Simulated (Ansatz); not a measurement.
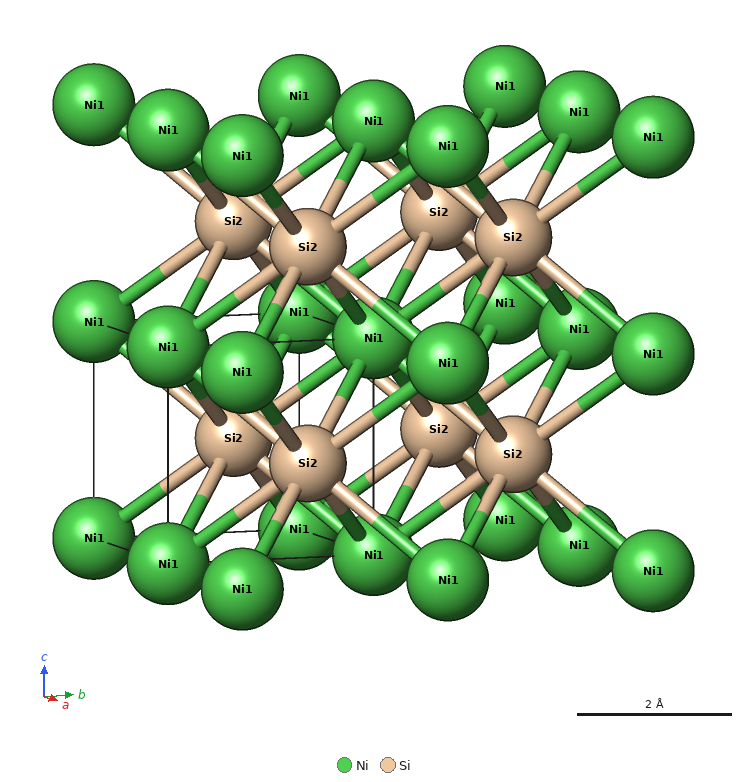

**Figure 1.** The input geometry (ball-and-stick view of the cell of the calculation, repeated 2 × 2 × 2, seen slightly off an axis; atoms are numbered from 1 in the order of the input).

## Geometry relaxation of NiSi (part 1 of 2)

- system: NiSi (Pm-3m, 2 atoms in the cell)
- method: DFT, PBE, PAW with Ansatz's default frozen-core files, scalar-relativistic, no spin polarisation (Ansatz 0.2.0)

The structure was built on a prototype by a generator; it need not be a known phase. Its volume is 0.87 times that of the source entry. It belongs to a series of runs on one base structure; here: CsCl relaxed under pressure, PAW files. Figures and captions count atoms from 1; the log counts them from 0 in places.

**The input**
```yaml
crystal:
  lattice:
    - [2.8540956517, 0.0, 0.0]
    - [0.0, 2.8540956517, 0.0]
    - [0.0, 0.0, 2.8540956517]
  atoms:
    - { symbol: Ni, position: [0.0, 0.0, 0.0] }
    - { symbol: Si, position: [0.5, 0.5, 0.5] }
kpoints:
  mp_grid: { grid: [14, 14, 14] }
scf:
  occupations: { method: fermi_dirac, width: 0.05 }
hamiltonian:
  xc: pbe
  pseudopotentials: { kind: paw }
output:
  forces: true
  stress: true
  eigenvalues: true
  write_density: true
  write_potential: true
  elf: true
  volumetric_format: npy
relax:
  f_tol: 0.005
  max_steps: 40
  cell: { p_target: 12.0, stress_tol: 0.03 }
```

Hardware: 1 thread of AMD EPYC (Zen 5), 64 GiB of memory available, shared host.

Run as:
```bash
ansatz run input.yaml --threads 1 --pin off --max-ram 3584MiB --backend cpu --events-out ev --progress --plain --runs-dir out
```

**Output**
```
Engine: ansatz 0.2.0, x86_64-unknown-linux-gnu
Pseudopotentials: kind: paw
Pseudopotential: Ni, paw, valence charge 18, recommended cutoff 420 eV (normal), Ni.paw.azcp
Pseudopotential: Si, paw, valence charge 4, recommended cutoff 420 eV (normal), Si.paw.azcp
Functional definition: PBE
  parameter kappa = 0.804
  parameter beta = 0.06672455060314922
  exchange = pbe_x(kappa = kappa, mu = beta*pi^2/3)
  correlation = pbe_c(beta = beta)
Crystal: 2 atoms, lattice volume = 23.249 Å³
Basis set: ecut = 420 eV, 461 PW (Γ), exchange–correlation on 40×40×40 points (8 copies of the dense FFT grid, shifted against one another)
Bands: 15, of which v1, the nominal top of the filled ones, is band 11 counted from 1 (10 counted from 0)
Symmetry: 48 space group operations
Space group: Pm-3m (ITA 221), of the structure as read, at distance tolerance 2.9e-5 Å
k-points: 120 of 2744
Non-local potential: Ni, projectors of the file, l = 0: 3, l = 1: 2, l = 2: 3, l = 3: 1
Non-local potential: Si, projectors of the file, l = 0: 2, l = 1: 2, l = 2: 2
PAW form: soft (Blöchl's): semilocal exchange-correlation on the pseudo side does not see the compensation charge
PAW one-centre angular grid: Ni, 590 points (default); XC on 64 Gauss nodes
PAW one-centre angular grid: Si, 110 points (default); XC on 64 Gauss nodes
Initial density: superposition of atomic densities (neutral atoms: chi_scale 0, normalization atom), corrected by the library's trained network
Initial wavefunctions: pseudopotential atomic-orbital guess
Functional: x = pbe(κ = 0.804, μ = 0.2195149727645171), c = pbe(β = 0.06672455060314922)
SCF iter   1: F=—  HF=-6476.082369 eV  |F-HF|=—  |Δ(HF+E_count)|=         —  Δρ=3.15e-3  dr2=1.48e-3  ethr=1.77e-3  ⟨swp⟩=4.4  Hψ=8758  notcnv=0
preconditioner: auto → none  [metal: Δε(μ)=0.025 eV  Ē_g=9.097 eV  σ=0.050 eV  W_gap=0.12  n_scr=6 (ndim 8)  ℏωp=28.8 eV  f_vac=0.000  D(μ)=0.53/eV (n_scr^D=0)  sad-step TF]
SCF iter   2: F=—  HF=-6476.082662 eV  |F-HF|=—  |Δ(HF+E_count)|=   2.93e-4  Δρ=1.89e-3  dr2=6.02e-4  ethr=6.72e-6  ⟨swp⟩=2.2  Hψ=3816  notcnv=0
SCF iter   3: F=—  HF=-6476.082671 eV  |F-HF|=—  |Δ(HF+E_count)|=   8.58e-6  Δρ=2.10e-4  dr2=1.02e-5  ethr=2.74e-6  ⟨swp⟩=1.8  Hψ=2303  notcnv=0  defer=2
SCF iter   4: F=—  HF=-6476.082679 eV  |F-HF|=—  |Δ(HF+E_count)|=   8.07e-6  Δρ=8.55e-5  dr2=1.11e-6  ethr=4.62e-8  ⟨swp⟩=1.9  Hψ=2240  notcnv=0  defer=2
iter 5 did not close the SCF: its close was put off for the readings that it lacked (scf_convergence_deferred on its scf_iter line)
SCF iter   5: F=-6476.082679 eV  HF=-6476.082679 eV  |F-HF|=3.97e-8  |Δ(HF+E_count)|=   1.03e-7  Δρ=1.64e-5  dr2=3.89e-8  ethr=5.05e-9  ⟨swp⟩=2.4  Hψ=2634  notcnv=0  defer=2
SCF iter   6: F=-6476.082679 eV  HF=-6476.082679 eV  |F-HF|=1.55e-9  |Δ(HF+E_count)|=   3.93e-9  Δρ=4.09e-6  dr2=2.59e-9  ethr=1.77e-10  ⟨swp⟩=5.5  Hψ=9809  notcnv=0
SCF 1 converged in 6 iterations: F = -6476.082679 eV  dr2 = 2.59e-9
  greatest PAW one-centre occupation: 1.001 electrons in one spin orbital (limit 2), on the Ni atom at site 0 (counted from 0), in its partial waves of l = 1
relax step   1: F+E_penalty+E_count = -6476.08267885 eV  Δ(F+E_penalty+E_count) = +0.000e0 eV  max|allowed force component| = 4.561e-31 eV/Å  Δτ_max = 0.0000 Å  P = -3.108 GPa  Ω = 23.249 Å³  (6 SCF iters, dr2 threshold 1.00e-7 eV, accepted)
Crystal: 2 atoms, lattice volume = 22.114 Å³
Basis set: ecut = 420 eV, 437 PW (Γ), exchange–correlation on 40×40×40 points (8 copies of the dense FFT grid, shifted against one another)
Initial density: handed on by an earlier stage of this run
Initial wavefunctions: those handed on with the density
iter 1 solved again at ethr=1.93e-5 eV; its pass at ethr=3.10e-3 eV (dr2=4.26e-3 eV) is discarded
SCF iter   1: F=—  HF=-6476.075055 eV  |F-HF|=—  |Δ(HF+E_count)|=         —  Δρ=5.72e-3  dr2=4.31e-3  ethr=1.93e-5  ⟨swp⟩=1.0  Hψ=11064  notcnv=0
preconditioner: auto → none  [metal: Δε(μ)=0.005 eV  Ē_g=9.487 eV  σ=0.050 eV  W_gap=0.02  n_scr=6 (ndim 8)  ℏωp=29.5 eV  f_vac=0.000  D(μ)=0.46/eV (n_scr^D=0)]
SCF iter   2: F=—  HF=-6476.074141 eV  |F-HF|=—  |Δ(HF+E_count)|=   9.14e-4  Δρ=8.60e-4  dr2=1.12e-4  ethr=1.93e-5  ⟨swp⟩=2.4  Hψ=2454  notcnv=0
SCF iter   3: F=—  HF=-6476.074062 eV  |F-HF|=—  |Δ(HF+E_count)|=   7.89e-5  Δρ=2.65e-4  dr2=9.53e-6  ethr=5.07e-7  ⟨swp⟩=2.8  Hψ=2797  notcnv=0
SCF iter   4: F=—  HF=-6476.074054 eV  |F-HF|=—  |Δ(HF+E_count)|=   7.55e-6  Δρ=4.35e-5  dr2=2.06e-7  ethr=4.33e-8  ⟨swp⟩=2.4  Hψ=2724  notcnv=0
iter 5 did not close the SCF: its close was put off for the readings that it lacked (scf_convergence_deferred on its scf_iter line)
SCF iter   5: F=-6476.074054 eV  HF=-6476.074054 eV  |F-HF|=9.73e-11  |Δ(HF+E_count)|=   7.68e-9  Δρ=2.25e-6  dr2=5.21e-10  ethr=9.34e-10  ⟨swp⟩=2.5  Hψ=2814  notcnv=0
SCF iter   6: F=-6476.074054 eV  HF=-6476.074054 eV  |F-HF|=1.82e-12  |Δ(HF+E_count)|=  6.03e-10  Δρ=9.27e-8  dr2=1.12e-12  ethr=2.37e-12  ⟨swp⟩=4.6  Hψ=8993  notcnv=0
SCF 2 converged in 6 iterations: F = -6476.074054 eV  dr2 = 1.12e-12
relax step   2: F+E_penalty+E_count = -6476.07405446 eV  Δ(F+E_penalty+E_count) = +8.624e-3 eV  max|allowed force component| = 4.109e-32 eV/Å  Δτ_max = 0.0000 Å  P = +6.106 GPa  Ω = 22.114 Å³  energy of the carried Pulay correction = +3.348e-4 eV  (6 SCF iters, dr2 threshold 2.00e-7 eV, accepted)
Crystal: 2 atoms, lattice volume = 21.445 Å³
iter 1 solved again at ethr=9.12e-6 eV; its pass at ethr=3.10e-3 eV (dr2=2.01e-3 eV) is discarded
SCF iter   1: F=—  HF=-6476.035438 eV  |F-HF|=—  |Δ(HF+E_count)|=         —  Δρ=3.80e-3  dr2=1.88e-3  ethr=9.12e-6  ⟨swp⟩=1.1  Hψ=10834  notcnv=0
preconditioner: auto → none  [metal: Δε(μ)=0.044 eV  Ē_g=9.741 eV  σ=0.050 eV  W_gap=0.21  n_scr=6 (ndim 8)  ℏωp=30.0 eV  f_vac=0.000  D(μ)=0.46/eV (n_scr^D=0)]
SCF iter   2: F=—  HF=-6476.035051 eV  |F-HF|=—  |Δ(HF+E_count)|=   3.88e-4  Δρ=6.51e-4  dr2=6.39e-5  ethr=8.54e-6  ⟨swp⟩=2.0  Hψ=2215  notcnv=0
SCF iter   3: F=—  HF=-6476.035024 eV  |F-HF|=—  |Δ(HF+E_count)|=   2.66e-5  Δρ=1.58e-4  dr2=3.45e-6  ethr=2.90e-7  ⟨swp⟩=2.4  Hψ=2422  notcnv=0
iter 4 did not close the SCF: its close was put off for the readings that it lacked (scf_convergence_deferred on its scf_iter line)
SCF iter   4: F=-6476.035022 eV  HF=-6476.035022 eV  |F-HF|=8.81e-9  |Δ(HF+E_count)|=   2.33e-6  Δρ=2.68e-5  dr2=6.91e-8  ethr=1.57e-8  ⟨swp⟩=2.3  Hψ=2804  notcnv=0
iter 5 did not close the SCF: its close was put off for the readings that it lacked (scf_convergence_deferred on its scf_iter line)
SCF iter   5: F=-6476.035022 eV  HF=-6476.035022 eV  |F-HF|=3.00e-11  |Δ(HF+E_count)|=   1.57e-8  Δρ=1.15e-6  dr2=1.98e-10  ethr=3.14e-10  ⟨swp⟩=2.5  Hψ=2799  notcnv=0
SCF iter   6: F=-6476.035022 eV  HF=-6476.035022 eV  |F-HF|=1.82e-12  |Δ(HF+E_count)|=  5.55e-11  Δρ=1.09e-7  dr2=1.30e-12  ethr=1.00e-12  ⟨swp⟩=4.5  Hψ=9112  notcnv=0
SCF 3 converged in 6 iterations: F = -6476.035022 eV  dr2 = 1.30e-12
relax step   3: F+E_penalty+E_count = -6476.03502176 eV  Δ(F+E_penalty+E_count) = +3.903e-2 eV  max|allowed force component| = 6.574e-32 eV/Å  Δτ_max = 0.0000 Å  P = +12.835 GPa  Ω = 21.445 Å³  energy of the carried Pulay correction = +5.403e-4 eV  (6 SCF iters, dr2 threshold 2.00e-7 eV, accepted)
Crystal: 2 atoms, lattice volume = 21.525 Å³
iter 1 solved again at ethr=1.48e-7 eV; its pass at ethr=3.10e-3 eV (dr2=3.27e-5 eV) is discarded
SCF iter   1: F=—  HF=-6476.041244 eV  |F-HF|=—  |Δ(HF+E_count)|=         —  Δρ=4.79e-4  dr2=3.04e-5  ethr=1.48e-7  ⟨swp⟩=2.0  Hψ=10605  notcnv=0
preconditioner: auto → none  [metal: Δε(μ)=0.055 eV  Ē_g=9.715 eV  σ=0.050 eV  W_gap=0.26  n_scr=6 (ndim 8)  ℏωp=29.9 eV  f_vac=0.000  D(μ)=0.48/eV (n_scr^D=0)]
SCF iter   2: F=—  HF=-6476.041255 eV  |F-HF|=—  |Δ(HF+E_count)|=   1.13e-5  Δρ=8.64e-5  dr2=1.15e-6  ethr=1.38e-7  ⟨swp⟩=1.9  Hψ=2202  notcnv=0
iter 3 did not close the SCF: its close was put off for the readings that it lacked (scf_convergence_deferred on its scf_iter line)
SCF iter   3: F=-6476.041254 eV  HF=-6476.041254 eV  |F-HF|=4.02e-8  |Δ(HF+E_count)|=   6.36e-7  Δρ=1.80e-5  dr2=4.51e-8  ethr=5.22e-9  ⟨swp⟩=2.2  Hψ=2186  notcnv=0
iter 4 did not close the SCF: its close was put off for the readings that it lacked (scf_convergence_deferred on its scf_iter line)
SCF iter   4: F=-6476.041254 eV  HF=-6476.041254 eV  |F-HF|=1.35e-10  |Δ(HF+E_count)|=   3.04e-8  Δρ=3.03e-6  dr2=8.66e-10  ethr=2.05e-10  ⟨swp⟩=2.1  Hψ=2655  notcnv=0
iter 5 did not close the SCF: its close was put off for the readings that it lacked (scf_convergence_deferred on its scf_iter line)
SCF iter   5: F=-6476.041254 eV  HF=-6476.041254 eV  |F-HF|=7.28e-12  |Δ(HF+E_count)|=  3.25e-10  Δρ=2.22e-7  dr2=3.49e-12  ethr=3.94e-12  ⟨swp⟩=2.4  Hψ=2762  notcnv=0
SCF iter   6: F=-6476.041254 eV  HF=-6476.041254 eV  |F-HF|=9.09e-13  |Δ(HF+E_count)|=  3.64e-12  Δρ=2.64e-8  dr2=5.59e-14  ethr=1.00e-12  ⟨swp⟩=4.2  Hψ=8012  notcnv=0
SCF 4 converged in 6 iterations: F = -6476.041254 eV  dr2 = 5.59e-14
relax step   4: F+E_penalty+E_count = -6476.04125424 eV  Δ(F+E_penalty+E_count) = -6.232e-3 eV  max|allowed force component| = 5.752e-32 eV/Å  Δτ_max = 0.0000 Å  P = +11.969 GPa  Ω = 21.525 Å³  energy of the carried Pulay correction = +5.152e-4 eV  (6 SCF iters, dr2 threshold 2.00e-7 eV, accepted)
Crystal: 2 atoms, lattice volume = 21.523 Å³
iter 1 solved again at ethr=2.50e-10 eV; its pass at ethr=3.10e-3 eV (dr2=5.51e-8 eV) is discarded
SCF iter   1: F=—  HF=-6476.041021 eV  |F-HF|=—  |Δ(HF+E_count)|=         —  Δρ=1.94e-5  dr2=5.14e-8  ethr=2.50e-10  ⟨swp⟩=2.0  Hψ=10574  notcnv=0
preconditioner: auto → none  [metal: Δε(μ)=0.053 eV  Ē_g=9.715 eV  σ=0.050 eV  W_gap=0.25  n_scr=6 (ndim 8)  ℏωp=29.9 eV  f_vac=0.000  D(μ)=0.48/eV (n_scr^D=0)]
iter 2 did not close the SCF: its close was put off for the readings that it lacked (scf_convergence_deferred on its scf_iter line)
SCF iter   2: F=-6476.041038 eV  HF=-6476.041038 eV  |F-HF|=1.23e-9  |Δ(HF+E_count)|=   1.76e-5  Δρ=2.84e-6  dr2=1.47e-9  ethr=2.34e-10  ⟨swp⟩=2.0  Hψ=2610  notcnv=0
iter 3 did not close the SCF: its close was put off for the readings that it lacked (scf_convergence_deferred on its scf_iter line)
SCF iter   3: F=-6476.041038 eV  HF=-6476.041038 eV  |F-HF|=1.43e-10  |Δ(HF+E_count)|=  7.48e-10  Δρ=1.16e-6  dr2=2.10e-10  ethr=6.69e-12  ⟨swp⟩=2.1  Hψ=2028  notcnv=0
iter 4 did not close the SCF: its close was put off for the readings that it lacked (scf_convergence_deferred on its scf_iter line)
SCF iter   4: F=-6476.041038 eV  HF=-6476.041038 eV  |F-HF|=9.09e-13  |Δ(HF+E_count)|=  1.17e-10  Δρ=1.31e-7  dr2=1.22e-12  ethr=1.00e-12  ⟨swp⟩=2.5  Hψ=2526  notcnv=0
iter 5 did not close the SCF: its close was put off for the readings that it lacked (scf_convergence_deferred on its scf_iter line)
SCF iter   5: F=-6476.041038 eV  HF=-6476.041038 eV  |F-HF|=9.09e-13  |Δ(HF+E_count)|=  9.09e-13  Δρ=2.16e-8  dr2=9.50e-14  ethr=1.00e-12  ⟨swp⟩=1.0  Hψ=1800  notcnv=0
SCF iter   6: F=-6476.041038 eV  HF=-6476.041038 eV  |F-HF|=0.00e0  |Δ(HF+E_count)|=  1.82e-12  Δρ=1.11e-8  dr2=2.46e-14  ethr=1.00e-12  ⟨swp⟩=3.0  Hψ=6698  notcnv=0
SCF 5 converged in 6 iterations: F = -6476.041038 eV  dr2 = 2.46e-14
relax step   5: F+E_penalty+E_count = -6476.04103830 eV  Δ(F+E_penalty+E_count) = +2.159e-4 eV  max|allowed force component| = 6.574e-32 eV/Å  Δτ_max = 0.0000 Å  P = +12.000 GPa  Ω = 21.523 Å³  energy of the carried Pulay correction = +5.161e-4 eV  (6 SCF iters, accepted)
Initial wavefunctions: pseudopotential atomic-orbital guess (no wavefunctions were taken with the density)
iter 1 solved again at ethr=1.22e-7 eV; its pass at ethr=3.10e-3 eV (dr2=2.68e-5 eV) is discarded
SCF iter   1: F=—  HF=-6476.040426 eV  |F-HF|=—  |Δ(HF+E_count)|=         —  Δρ=1.05e-4  dr2=5.23e-7  ethr=1.22e-7  ⟨swp⟩=3.1  Hψ=13868  notcnv=0
preconditioner: auto → none  [metal: Δε(μ)=0.054 eV  Ē_g=9.715 eV  σ=0.050 eV  W_gap=0.25  n_scr=6 (ndim 8)  ℏωp=29.9 eV  f_vac=0.000  D(μ)=0.48/eV (n_scr^D=0)]
SCF iter   2: F=—  HF=-6476.040444 eV  |F-HF|=—  |Δ(HF+E_count)|=   1.82e-5  Δρ=8.97e-5  dr2=7.37e-7  ethr=2.38e-9  ⟨swp⟩=2.0  Hψ=3123  notcnv=0
SCF iter   3: F=—  HF=-6476.040444 eV  |F-HF|=—  |Δ(HF+E_count)|=   4.04e-8  Δρ=2.58e-5  dr2=8.25e-8  ethr=2.38e-9  ⟨swp⟩=2.8  Hψ=3076  notcnv=0
SCF iter   4: F=—  HF=-6476.040444 eV  |F-HF|=—  |Δ(HF+E_count)|=   1.47e-8  Δρ=3.60e-6  dr2=1.07e-9  ethr=3.75e-10  ⟨swp⟩=2.1  Hψ=2424  notcnv=0
SCF iter   5: F=—  HF=-6476.040444 eV  |F-HF|=—  |Δ(HF+E_count)|=  8.26e-10  Δρ=4.16e-7  dr2=1.85e-11  ethr=4.88e-12  ⟨swp⟩=2.3  Hψ=3111  notcnv=0
SCF iter   6: F=-6476.040444 eV  HF=-6476.040444 eV  |F-HF|=9.09e-13  |Δ(HF+E_count)|=  8.19e-12  Δρ=2.24e-8  dr2=3.24e-14  ethr=1.00e-12  ⟨swp⟩=4.9  Hψ=7033  notcnv=0
SCF 6 converged in 6 iterations: F = -6476.040444 eV  dr2 = 3.24e-14
relax step   6: F+E_penalty+E_count = -6476.04044379 eV  Δ(F+E_penalty+E_count) = +5.945e-4 eV  max|allowed force component| = 7.396e-32 eV/Å  Δτ_max = 0.0000 Å  P = +12.017 GPa  Ω = 21.523 Å³  stress off target by 1.66e-2 GPa  SCF on the basis re-selected at this cell (its energy is not comparable with the rows above)  (6 SCF iters)
```
